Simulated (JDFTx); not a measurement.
## Geometry relaxation, with input and output: PbO (part 1 of 3)

PbO (4 atoms in the cell), computed with Kohn-Sham DFT of a periodic cell, PBEsol, PseudoDojo-SR-PBEsol-0.4.1-standard, no spin polarisation (JDFTx 1.7.0 (patched build)).

The structure derives from an entry of the Crystallography Open Database.

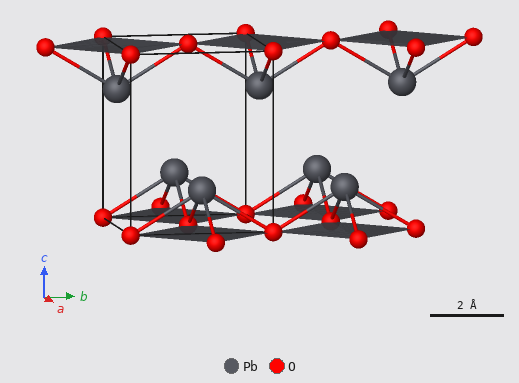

**Figure 1.** The structure as given in the input (polyhedral view of the cell of the calculation, repeated 1 × 2 × 1, seen slightly off an axis; polyhedra are completed across the faces of the cell). An atom can appear more than once, as a periodic image.

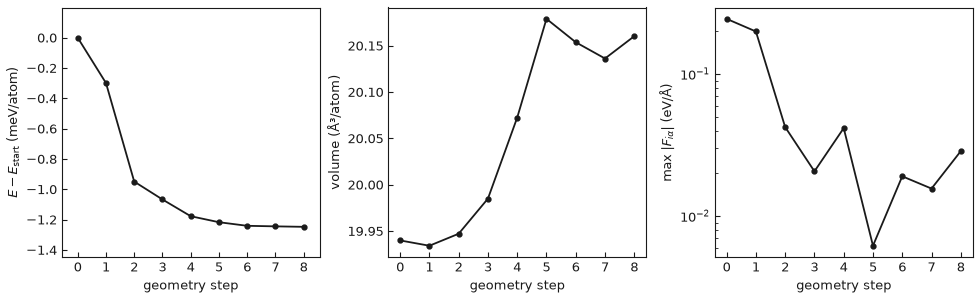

**Figure 2.** Progress of the relaxation, step by step (steps are counted from 0).

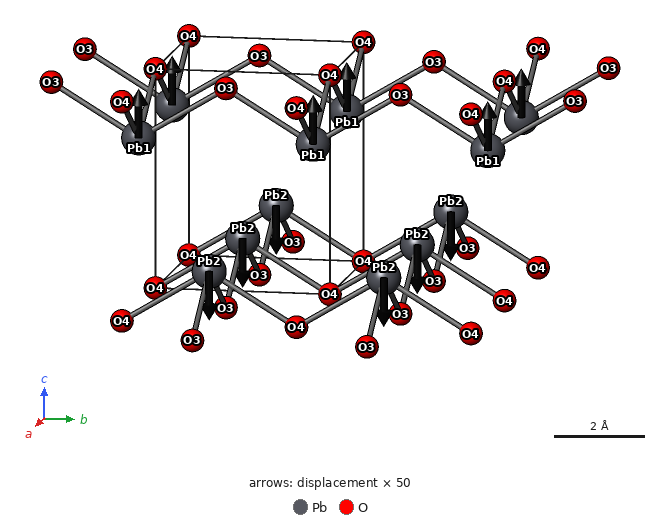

**Figure 3.** The starting structure with the displacements (without the part carried along by the change of the cell) as black arrows, magnified 50 times (ball-and-stick view of the cell of the calculation, repeated 2 × 2 × 1, with bonded neighbours outside it, seen slightly off an axis). The largest moves relative to the cell, 0.023 Å, are those of Pb1 and Pb2. O stays in place. The volume changes by +1.1 %, with a = b 3.990 → 4.005 Å (+0.4 %), c 5.010 → 5.028 Å (+0.4 %). The space group stays P4/nmm (No. 129). The energy falls by 1.2 meV per atom in 8 geometry steps. The largest force component goes from 0.24 to 0.029 eV/Å. (Atoms are counted from 1 in the order of the input.)

The input that produced these results follows, with the program's output.

**The input**
```
lattice \
    7.5400072373     0.0000000000     0.0000000000 \
    0.0000000000     7.5400072373     0.0000000000 \
    0.0000000000     0.0000000000     9.4675278844
coords-type Lattice
ion Pb     0.5000000000     0.0000000000     0.7600000000 1
ion Pb     0.0000000000     0.5000000000     0.2400000000 1
ion O      0.5000000000     0.5000000000     0.0000000000 1
ion O      0.0000000000     0.0000000000     0.0000000000 1

ion-species pseudo/Pb.upf
ion-species pseudo/O.upf
elec-cutoff 42 336
elec-ex-corr gga-PBEsol
kpoint-folding 5 5 4
elec-smearing Fermi 0.0018374661
elec-n-bands 27
electronic-SCF nIterations 100 energyDiffThreshold 1e-09
electronic-minimize nIterations 30 energyDiffThreshold 1e-7
forces-output-coords Cartesian
lattice-minimize nIterations 40 energyDiffThreshold 1e-6

dump-name run.$VAR
dump End Ecomponents EigStats BandEigs Kpoints Forces Stress
```

Run as:
```bash
jdftx -c 1 -i PbO.in -o PbO.out
```

**Output**
```
*************** JDFTx 1.7.0 (patched build) ***************

Input parsed successfully to the following command list (including defaults):
[... the input with its defaults ...]

---------- Setting up symmetries ----------

Found 16 point-group symmetries of the bravais lattice
Found 16 space-group symmetries with basis
Applied RMS atom displacement 0 bohrs to make symmetries exact.

---------- Initializing the Grid ----------
R =
[      7.54001            0            0  ]
[            0      7.54001            0  ]
[            0            0      9.46753  ]
unit cell volume = 538.245
G =
[   0.833313          0          0  ]
[          0   0.833313          0  ]
[          0          0   0.663656  ]
Minimum fftbox size, Smin = [  64  64  80  ]
Chosen fftbox size, S = [  64  64  80  ]

---------- Initializing tighter grid for wavefunction operations ----------
R =
[      7.54001            0            0  ]
[            0      7.54001            0  ]
[            0            0      9.46753  ]
unit cell volume = 538.245
G =
[   0.833313          0          0  ]
[          0   0.833313          0  ]
[          0          0   0.663656  ]
Minimum fftbox size, Smin = [  44  44  56  ]
Chosen fftbox size, S = [  48  48  56  ]

---------- Exchange Correlation functional ----------
Initalized PBEsol GGA exchange.
Initalized PBEsol GGA correlation.

---------- Setting up pseudopotentials ----------
Width of ionic core gaussian charges (only for fluid interactions / plotting) set to 0

Reading pseudopotential file 'pseudo/Pb.upf':
  'Pb' pseudopotential, 'PBESOL' functional
  Generated using ONCVPSP code by D. R. Hamann
  14 valence electrons, 3 orbitals, 6 projectors, 1001 radial grid points, with lMax = 2
    5D    l: 2   occupation: 10.0   eigenvalue: -0.777665
    6S    l: 0   occupation:  2.0   eigenvalue: -0.444510
    6P    l: 1   occupation:  2.0   eigenvalue: -0.129233
  Core radius for overlap checks: 2.30 bohrs.

Reading pseudopotential file 'pseudo/O.upf':
  'O' pseudopotential, 'PBESOL' functional
  Generated using ONCVPSP code by D. R. Hamann
  6 valence electrons, 2 orbitals, 5 projectors, 936 radial grid points, with lMax = 2
    2S    l: 0   occupation:  2.0   eigenvalue: -0.874950
    2P    l: 1   occupation:  4.0   eigenvalue: -0.329796
  Core radius for overlap checks: 1.39 bohrs.

Initialized 2 species with 4 total atoms.

Folded 1 k-points by 5x5x4 to 100 k-points.

---------- Setting up k-points, bands, fillings ----------
Reduced to 18 k-points under symmetry.
Computing the number of bands and number of electrons
Calculating initial fillings.
nElectrons:  40.000000   nBands: 27   nStates: 18

----- Setting up reduced wavefunction bases (one per k-point) -----
average nbasis = 6994.630 , ideal nbasis = 6997.583

---------- Setting up ewald sum ----------
Optimum gaussian width for ewald sums = 2.575689 bohr.
Real space sum over 1089 unit cells with max indices [  5  5  4  ]
Reciprocal space sum over 2535 terms with max indices [  6  6  7  ]

---------- Allocating electronic variables ----------
Initializing wave functions:  linear combination of atomic orbitals
Note: number of bands (27) exceeds available atomic orbitals (26)
Pb pseudo-atom occupations:   s ( 2 )  p ( 2 )  d ( 10 )
O pseudo-atom occupations:   s ( 2 )  p ( 4 )
	FillingsUpdate:  mu: +0.612469331  nElectrons: 40.000000
LCAOMinimize: Iter:   0  F: -152.1415917264667712  |grad|_K:  1.337e-02  alpha:  1.000e+00
	FillingsUpdate:  mu: +0.502441112  nElectrons: 40.000000
LCAOMinimize: Iter:   1  F: -152.4594136435429732  |grad|_K:  8.106e-03  alpha:  1.524e-01  linmin: -4.010e-01  cgtest:  8.383e-01
LCAOMinimize: Encountered beta<0, resetting CG.
[... 15 lines of inner loops ...]
LCAOMinimize: Iter:   7  F: -152.5902686883019896  |grad|_K:  1.838e-06  alpha:  8.850e-01  linmin:  1.209e-03  cgtest: -2.300e-02
	FillingsUpdate:  mu: +0.379175209  nElectrons: 40.000000
LCAOMinimize: Iter:   8  F: -152.5902687032254335  |grad|_K:  2.594e-07  alpha:  6.741e-01  linmin: -6.036e-06  cgtest:  1.181e-02
LCAOMinimize: Converged (|Delta F|<1.000000e-06 for 2 iters).

--------- Lattice Minimization ---------

-------- Electronic minimization -----------
Will mix electronic density at each iteration.
	FillingsUpdate:  mu: +0.379175209  nElectrons: 40.000000
	FillingsUpdate:  mu: +0.357248935  nElectrons: 40.000000
SCF: Cycle:  0   F: -152.669889362654430   dF: -7.962e-02   |Residual|: 1.836e-01   |deigs|: 4.439e-02
	FillingsUpdate:  mu: +0.342742024  nElectrons: 40.000000
SCF: Cycle:  1   F: -152.686853288175826   dF: -1.696e-02   |Residual|: 4.128e-02   |deigs|: 1.634e-02
	FillingsUpdate:  mu: +0.346020094  nElectrons: 40.000000
SCF: Cycle:  2   F: -152.694359693409240   dF: -7.506e-03   |Residual|: 2.927e-02   |deigs|: 5.750e-03
	FillingsUpdate:  mu: +0.345018800  nElectrons: 40.000000
SCF: Cycle:  3   F: -152.694690517998993   dF: -3.308e-04   |Residual|: 8.383e-03   |deigs|: 9.278e-04
	FillingsUpdate:  mu: +0.345079928  nElectrons: 40.000000
SCF: Cycle:  4   F: -152.694713757605570   dF: -2.324e-05   |Residual|: 1.835e-03   |deigs|: 3.248e-04
	FillingsUpdate:  mu: +0.345066303  nElectrons: 40.000000
SCF: Cycle:  5   F: -152.694718593075578   dF: -4.835e-06   |Residual|: 1.005e-03   |deigs|: 1.371e-04
	FillingsUpdate:  mu: +0.345137899  nElectrons: 40.000000
SCF: Cycle:  6   F: -152.694719362438974   dF: -7.694e-07   |Residual|: 1.454e-04   |deigs|: 7.170e-05
	FillingsUpdate:  mu: +0.345147890  nElectrons: 40.000000
SCF: Cycle:  7   F: -152.694719464226239   dF: -1.018e-07   |Residual|: 7.572e-05   |deigs|: 2.837e-05
	FillingsUpdate:  mu: +0.345149179  nElectrons: 40.000000
SCF: Cycle:  8   F: -152.694719495914882   dF: -3.169e-08   |Residual|: 4.355e-05   |deigs|: 2.377e-05
	FillingsUpdate:  mu: +0.345148721  nElectrons: 40.000000
SCF: Cycle:  9   F: -152.694719506459791   dF: -1.054e-08   |Residual|: 2.457e-05   |deigs|: 3.325e-05
	FillingsUpdate:  mu: +0.345150552  nElectrons: 40.000000
SCF: Cycle: 10   F: -152.694719510309426   dF: -3.850e-09   |Residual|: 7.590e-06   |deigs|: 2.572e-05
	FillingsUpdate:  mu: +0.345150905  nElectrons: 40.000000
SCF: Cycle: 11   F: -152.694719511220455   dF: -9.110e-10   |Residual|: 3.908e-06   |deigs|: 1.653e-05
	FillingsUpdate:  mu: +0.345151105  nElectrons: 40.000000
SCF: Cycle: 12   F: -152.694719511622026   dF: -4.016e-10   |Residual|: 2.090e-06   |deigs|: 4.030e-05
SCF: Converged (|Delta E|<1.000000e-09 for 2 iters).

Setting wave functions to eigenvectors of Hamiltonian
# Lattice vectors:
R =
[      7.54001            0            0  ]
[            0      7.54001            0  ]
[            0            0      9.46753  ]
unit cell volume = 538.245

# Strain tensor in Cartesian coordinates:
[            0            0            0  ]
[            0            0            0  ]
[            0            0            0  ]

# Stress tensor in Cartesian coordinates [Eh/a0^3]:
[  4.19786e-06            0            0  ]
[            0  4.19786e-06            0  ]
[            0            0  2.68423e-05  ]

# Ionic positions in lattice coordinates:
ion Pb   0.500000000000000   0.000000000000000   0.760000000000000 1
ion Pb   0.000000000000000   0.500000000000000   0.240000000000000 1
ion O   0.500000000000000   0.500000000000000   0.000000000000000 1
ion O   0.000000000000000   0.000000000000000   0.000000000000000 1

# Forces in Cartesian coordinates:
force Pb   0.000000000000000   0.000000000000000   0.004758156674293 1
force Pb   0.000000000000000   0.000000000000000  -0.004758156674293 1
force O   0.000000000000000   0.000000000000000  -0.000000000000000 1
force O  -0.000000000000000   0.000000000000000   0.000000000000000 1

# Energy components:
   Eewald =     -113.5690016096135651
       EH =       40.4787410089714399
     Eloc =     -109.8106989402172786
      Enl =      -33.9389564048326022
      Exc =      -47.8755385505709228
 Exc_core =       20.8100354224927777
       KE =       91.2106995627629260
-------------------------------------
     Etot =     -152.6947195110072073
       TS =        0.0000000006148089
-------------------------------------
        F =     -152.6947195116220257

LatticeMinimize: Iter:   0  F: -152.694719511622026  |grad|_K:  6.971e-03

#--- Lowdin population analysis ---
# oxidation-state Pb +0.755 +0.755
# oxidation-state O -0.705 -0.705

-------- Electronic minimization -----------
Will mix electronic density at each iteration.
	FillingsUpdate:  mu: +0.345151105  nElectrons: 40.000000
	FillingsUpdate:  mu: +0.345508729  nElectrons: 40.000000
SCF: Cycle:  0   F: -152.694755485429056   dF: +2.097e-06   |Residual|: 1.508e-03   |deigs|: 1.281e-05
	FillingsUpdate:  mu: +0.345643986  nElectrons: 40.000000
SCF: Cycle:  1   F: -152.694762845102701   dF: -7.360e-06   |Residual|: 8.095e-04   |deigs|: 2.058e-04
	FillingsUpdate:  mu: +0.345595588  nElectrons: 40.000000
SCF: Cycle:  2   F: -152.694763321568388   dF: -4.765e-07   |Residual|: 2.772e-04   |deigs|: 4.786e-05
	FillingsUpdate:  mu: +0.345581418  nElectrons: 40.000000
SCF: Cycle:  3   F: -152.694763395092650   dF: -7.352e-08   |Residual|: 8.831e-05   |deigs|: 1.741e-05
	FillingsUpdate:  mu: +0.345586354  nElectrons: 40.000000
SCF: Cycle:  4   F: -152.694763406864666   dF: -1.177e-08   |Residual|: 5.056e-05   |deigs|: 9.256e-06
	FillingsUpdate:  mu: +0.345583183  nElectrons: 40.000000
SCF: Cycle:  5   F: -152.694763410050513   dF: -3.186e-09   |Residual|: 2.097e-05   |deigs|: 4.907e-06
	FillingsUpdate:  mu: +0.345584669  nElectrons: 40.000000
SCF: Cycle:  6   F: -152.694763410569266   dF: -5.188e-10   |Residual|: 7.399e-06   |deigs|: 5.619e-06
	FillingsUpdate:  mu: +0.345584547  nElectrons: 40.000000
SCF: Cycle:  7   F: -152.694763410668941   dF: -9.967e-11   |Residual|: 2.285e-06   |deigs|: 4.352e-06
SCF: Converged (|Delta E|<1.000000e-09 for 2 iters).

Setting wave functions to eigenvectors of Hamiltonian
# Lattice vectors:
R =
[      7.53975            0            0  ]
[            0      7.53975            0  ]
[            0            0      9.46546  ]
unit cell volume = 538.091

# Strain tensor in Cartesian coordinates:
[ -3.41471e-05            0            0  ]
[            0 -3.41471e-05            0  ]
[            0            0 -0.000218347  ]

# Stress tensor in Cartesian coordinates [Eh/a0^3]:
[ -2.56209e-07            0            0  ]
[            0 -2.56209e-07            0  ]
[            0            0   2.0013e-05  ]

# Ionic positions in lattice coordinates:
ion Pb   0.500000000000000   0.000000000000000   0.760502576462662 1
ion Pb   0.000000000000000   0.500000000000000   0.239497423537338 1
ion O   0.500000000000000   0.500000000000000   0.000000000000000 1
ion O   0.000000000000000   0.000000000000000   0.000000000000000 1

# Forces in Cartesian coordinates:
force Pb   0.000000000000000   0.000000000000000   0.003877005028298 1
force Pb   0.000000000000000   0.000000000000000  -0.003877005028298 1
force O   0.000000000000000   0.000000000000000   0.000000000000000 1
force O   0.000000000000000   0.000000000000000   0.000000000000000 1

# Energy components:
   Eewald =     -113.5181234722214896
       EH =       40.5341763247648856
     Eloc =     -109.9201226636331370
      Enl =      -33.9403082455407130
      Exc =      -47.8774787787978866
 Exc_core =       20.8100354146717805
       KE =       91.2170580106465252
-------------------------------------
     Etot =     -152.6947634101100562
       TS =        0.0000000005588985
-------------------------------------
        F =     -152.6947634106689407

LatticeMinimize: Iter:   1  F: -152.694763410668941  |grad|_K:  5.641e-03  alpha:  1.000e+00  linmin: -4.822e-01
```
